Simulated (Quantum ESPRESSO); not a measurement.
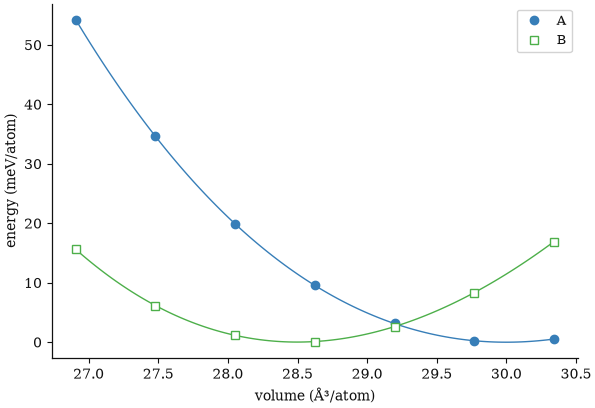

The figure shows the energy against volume, with one curve for each functional, for GaSb (space group F-43m). The labels are replaced by letters. In alphabetical order the cases are: PBE; vdW-DF-C09.

Calculation (Quantum ESPRESSO 7.5): plane-wave DFT, no spin polarisation; energies at scaled volumes of the given cell, shape and fractions fixed, counted from the fit's minimum, third-order Birch-Murnaghan fit. All runs: no spin polarisation.

k mesh 8×8×8; occupations Fermi–Dirac; smearing width 0.05 eV.

Q: Which letter stands for which functional?

A: A: PBE; B: vdW-DF-C09.

Limits of the calculation: potentials made for another functional (vdW-DF-C09).
